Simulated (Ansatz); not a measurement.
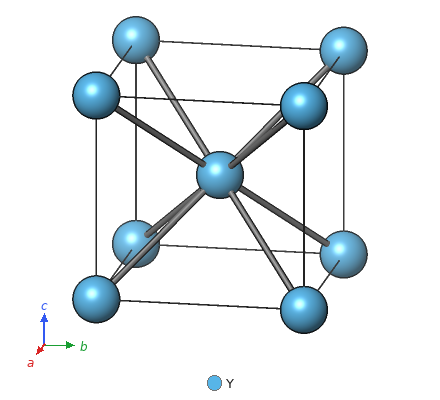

Y (Im-3m, No. 229): the geometry given to an electronic-structure calculation, possibly off equilibrium; the starting structure was generated, so it need not be a known form of this composition.

```yaml
crystal:
  lattice:
    - [4.06622, 0.00000, 0.00000]
    - [0.00000, 4.06622, 0.00000]
    - [0.00000, 0.00000, 4.06622]
  atoms:
    - { symbol: Y, position: [0.00000, 0.00000, 0.00000] }
    - { symbol: Y, position: [0.50000, 0.50000, 0.50000] }
```

What will a HAADF-like image along [001] show? The image is simulated as a sum over atoms of Z^1.7, blurred by a 1.30 Å probe (no channelling). Shot noise was added.

Answer. The columns repeat on a square net with a repeat of 2.88 Å (plane group p4mm). All columns are alike (Y). The shortest distance between visible columns is 2.88 Å in projection. Along the beam the structure repeats every 4.07 Å.

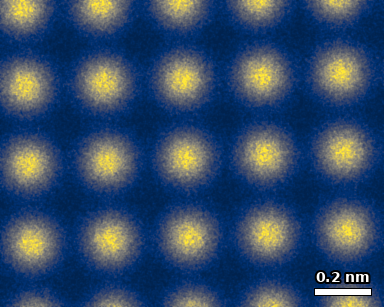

The simulated image.
